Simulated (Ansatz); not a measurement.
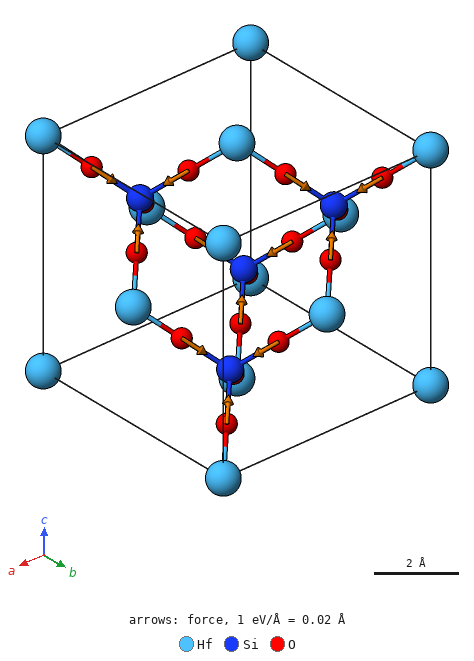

Starting geometry of a crystal of HfSiO4 (a generated structure, set up in F-43m) (coarse preliminary run) with the computed forces as orange arrows. Style: ball-and-stick. Shown: the conventional cell (4 times the calculation's cell), from a free direction. Lengths and directions refer to the drawn axes.

Level of theory: DFT PBE, scalar-relativistic, plane waves, PAW (Ansatz 0.2.0).

The input:
```yaml
crystal:
  lattice:
    - [0.0, 3.28791324, 3.28791324]
    - [3.28791324, 0.0, 3.28791324]
    - [3.28791324, 3.28791324, 0.0]
  atoms:
    - { symbol: Hf, position: [0.0, 0.0, 0.0] }
    - { symbol: Si, position: [0.75, 0.75, 0.75] }
    - { symbol: O, position: [0.875, 0.375, 0.875] }
    - { symbol: O, position: [0.875, 0.875, 0.375] }
    - { symbol: O, position: [0.875, 0.875, 0.875] }
    - { symbol: O, position: [0.375, 0.875, 0.875] }
basis:
  ecutwfc: 420
kpoints:
  mp_grid: { grid: [4, 4, 4] }
hamiltonian:
  xc: pbe
scf:
  occupations: { method: gaussian, width: 0.1 }
  lower_state_search: "off"
output:
  forces: true
  stress: true
  eigenvalues: true
relax:
  adjacent_minimum: "off"
  f_tol: 0.04
  max_steps: 70
  cell: { stress_tol: 0.4 }
```

Run as
```bash
ansatz run input.yaml --threads 1 --pin off --max-ram 2560MiB --backend cpu --events-out ev --progress --plain --runs-dir out
```

Is this structure relaxed? If not, where do the atoms go?

Answer. It isn't relaxed: the largest force vector, on O atoms, is 38.77 eV/Å. The atoms end up moving mostly along the starting forces (cosine between the two patterns 1.00). Over 9 accepted moves (11 points after the start) the energy falls by 7069 meV per atom. Largest force component: 22 eV/Å at the start, 0.00039 eV/Å at the end. Pressure: 291.95 GPa at the start and 0.30 GPa at the end. The SCF was repeated twice at an unchanged geometry on a basis and grid sized afresh for the cell, which shifted the energy by 451 meV per atom at most. The largest moves relative to the cell, 0.15 Å, are those of O3, O4, O5 and O6. O4 goes along [1 1 1]. Si and Hf stay in place. Cell: a = b = c 6.576 → 8.248 Å (+25.4 %). Volume +97.4 %. Among the contacts that change: Hf1–Si2 2.847 → 3.572 Å, Hf1–O3 1.424 → 1.940 Å, Si2–O3 1.424 → 1.631 Å. The space group stays F-43m (No. 216).
